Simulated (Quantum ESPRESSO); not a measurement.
# Energy of PbO2 along an even scaling of the cell

System: PbO2 (Fm-3m, 3 atoms in the cell).
Method: Kohn-Sham DFT of a periodic cell, PBE, SSSP 1.3 efficiency PBE, no spin polarisation (Quantum ESPRESSO 7.5).

The 7 runs differ only in the geometry, by an even scaling of the cell at fixed fractional positions. The structure derives from a Materials Project entry.

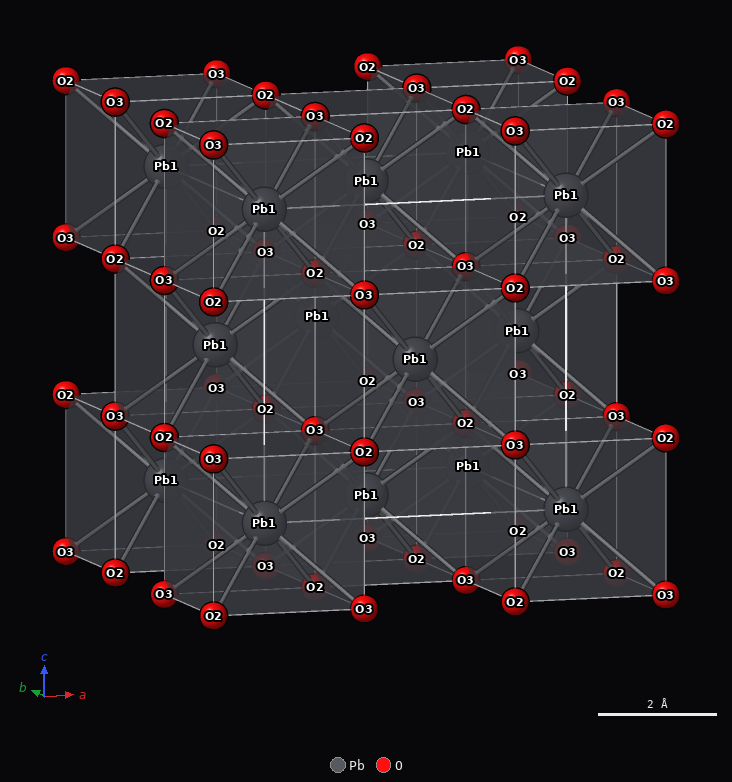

Figure 1. The structure of run 4 (polyhedral view of the cell 4 times as large as that of the calculation, set on its symmetry axes, seen slightly off an axis; polyhedra are completed across the faces of the cell; atoms are numbered from 1 in the order of the input).

**Input of run 4**
```
&CONTROL
  calculation = 'scf'
  prefix = 'pwscf'
  outdir = './tmp'
  pseudo_dir = './pseudo'
  tprnfor = .true.
  tstress = .true.
  disk_io = 'low'
/
&SYSTEM
  ibrav = 0
  nat = 3
  ntyp = 2
  ecutwfc = 55
  ecutrho = 440
  nbnd = 20
  occupations = 'smearing'
  smearing = 'fd'
  degauss = 0.00367493
/
&ELECTRONS
  conv_thr = 6d-10
  electron_maxstep = 120
  mixing_beta = 0.5
/
ATOMIC_SPECIES
Pb   207.2000 Pb.pbe-dn-kjpaw_psl.0.2.2.UPF
O     15.9990 O.pbe-n-kjpaw_psl.0.1.UPF
CELL_PARAMETERS angstrom
   0.0000000000    2.7019920000    2.7019920000
   2.7019920000    0.0000000000    2.7019920000
   2.7019920000    2.7019920000    0.0000000000
ATOMIC_POSITIONS crystal
Pb     0.0000000000    0.0000000000    0.0000000000
O      0.7500000000    0.7500000000    0.7500000000
O      0.2500000000    0.2500000000    0.2500000000
K_POINTS automatic
9 9 9 0 0 0
```

**File pp_density.in of run 4**
```
&INPUTPP
  prefix = 'pwscf'
  outdir = './tmp'
  filplot = 'density.dat'
  plot_num = 0
/
&PLOT
  nfile = 1
  filepp(1) = 'density.dat'
  iflag = 3
  output_format = 6
  fileout = 'density.cube'
/
```

**File pp_potential.in of run 4**
```
&INPUTPP
  prefix = 'pwscf'
  outdir = './tmp'
  filplot = 'potential.dat'
  plot_num = 11
/
&PLOT
  nfile = 1
  filepp(1) = 'potential.dat'
  iflag = 3
  output_format = 6
  fileout = 'potential.cube'
/
```

Command:
```bash
OMP_NUM_THREADS=1 pw.x -in pw.in > pw.out
OMP_NUM_THREADS=1 pp.x -in pp_density.in > pp_density.out
OMP_NUM_THREADS=1 pp.x -in pp_potential.in > pp_potential.out
```

Lattice vectors (Å) and fractional positions of run 4:
```
   0.000000    2.701992    2.701992
   2.701992    0.000000    2.701992
   2.701992    2.701992    0.000000
Pb  0.000000  0.000000  0.000000
O   0.750000  0.750000  0.750000
O   0.250000  0.250000  0.250000
```

Run 6 has the same physical settings and fractional positions; its lattice vectors (Å) are:
```
   0.000000    2.737549    2.737549
   2.737549    0.000000    2.737549
   2.737549    2.737549    0.000000
```

**Results, with one run withheld**

| run | volume per atom (Å³) | free energy per atom, from the lowest run given (meV) | pressure (GPa) |
| --- | --- | --- | --- |
| 1 | 12.362 | 31.04 | 11.20 |
| 2 | 12.625 | 15.19 | 7.47 |
| 3 | 12.888 | 5.15 | 4.14 |
| 4 | 13.151 | 0.28 | 1.18 |
| 5 | 13.414 | 0.00 | −1.45 |
| 6 | 13.677 | ? | ? |
| 7 | 13.940 | 11.22 | −5.82 |

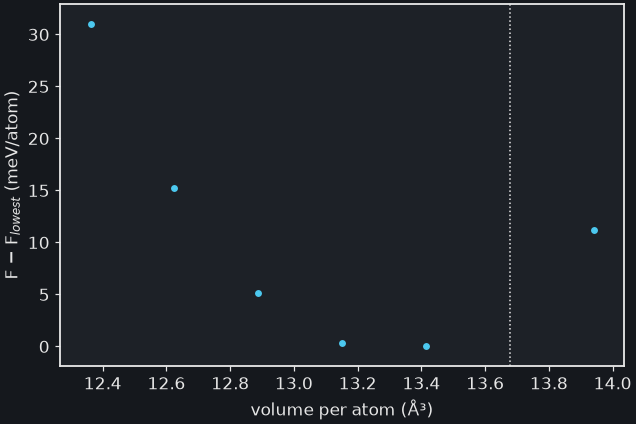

Figure 2. Free energy per atom of the runs given; the dotted line marks run 6.

What should run 6 give?

A cubic polynomial in V^(−2/3) (the Birch–Murnaghan form), fitted to the 6 runs given, misses them by under 0.01 meV per atom. With x = V^(−2/3) − 0.18044 Å⁻², it reads F = 1.6324 + 1792.7 x + 3.961e+05 x² + 1.0525e+06 x³ (meV per atom). At run 6 it gives 3.80 meV per atom, and the run itself gives 3.80. The slope of the fit gives a pressure −dF/dV of −3.46 GPa there, and the run prints −3.77 GPa. The two needn't agree exactly: the fit is approximate, and the printed stress is taken on a finite basis. The fit has its minimum at 13.298 Å³ per atom, where V d²F/dV² gives 132 GPa: the bulk modulus at this level, since symmetry fixes the shape and the positions.

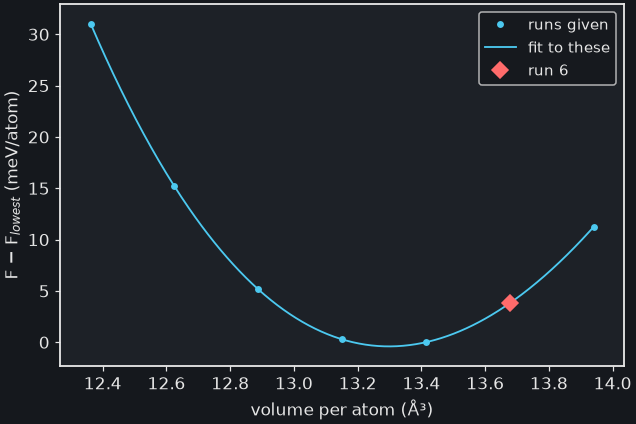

Figure 3. The fit and the withheld run.

**Some lines of the output (run 6)**
```
[...]
     total energy              =    -953.73487375 Ry
     total energy              =    -953.74634360 Ry
     total energy              =    -953.74668535 Ry
     total energy              =    -953.74695623 Ry
     total energy              =    -953.74697286 Ry
     total energy              =    -953.74697376 Ry
     total energy              =    -953.74697480 Ry
     total energy              =    -953.74697506 Ry
     total energy              =    -953.74697507 Ry
     the Fermi energy is     9.2476 ev
!    total energy              =    -953.74697507 Ry
     The total energy is F=E-TS. E is the sum of the following terms:
     Computing stress (Cartesian axis) and pressure
          total   stress  (Ry/bohr**3)                   (kbar)     P=      -37.71
```

Notes: Spin–orbit coupling is left out, which matters for Pb.
